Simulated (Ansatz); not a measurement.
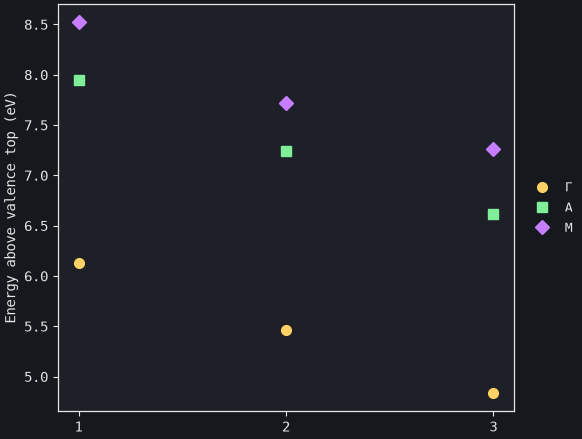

Lowest conduction level at each named k point, counted from the valence-band top at Γ, by several methods on one cell of NaCl (wurtzite type before relaxing), space group P6_3/mmc (No. 194), 4 atoms in the cell, relaxed with r2SCAN; a = 4.721 Å, c = 5.569 Å (hexagonal axes). All runs are without spin-orbit coupling and carry no moments.

### Which column is which method? They are r2SCAN, PBE and HSE06.

1 is HSE06; 2 is r2SCAN; 3 is PBE.

```csv
method,program,Γ (eV),A (eV),M (eV)
PBE,Ansatz,4.84,6.62,7.26
r2SCAN,Ansatz,5.46,7.24,7.72
HSE06,Ansatz,6.13,7.95,8.52
```

### Does HSE06 shift these levels rigidly from PBE?

The shifts are +1.29 eV at Γ, +1.33 eV at A and +1.26 eV at M, and at points that aren't plotted +1.30 eV (L), +1.25 eV (K) and +1.27 eV (H): over the named points that both runs hold, a spread of 0.08 eV on a mean of 1.28 eV, so one shift describes them well.

Settings. PBE: Ansatz PAW set, 6×6×6 k mesh, 420 eV cutoff, Fermi-Dirac smearing of 0.02 eV (Ansatz 0.2.0). r2SCAN: Ansatz PAW set, 6×6×6 k mesh, 500 eV cutoff, fixed occupations (Ansatz 0.2.0). HSE06: Ansatz PAW set, 6×6×4 k mesh, 420 eV cutoff, fixed occupations (Ansatz 0.2.0).

The usual form of NaCl is rocksalt. LDA, GGA and most meta-GGA functionals understate gaps. r2SCAN and HSE06: the PAW data sets were made with another functional.
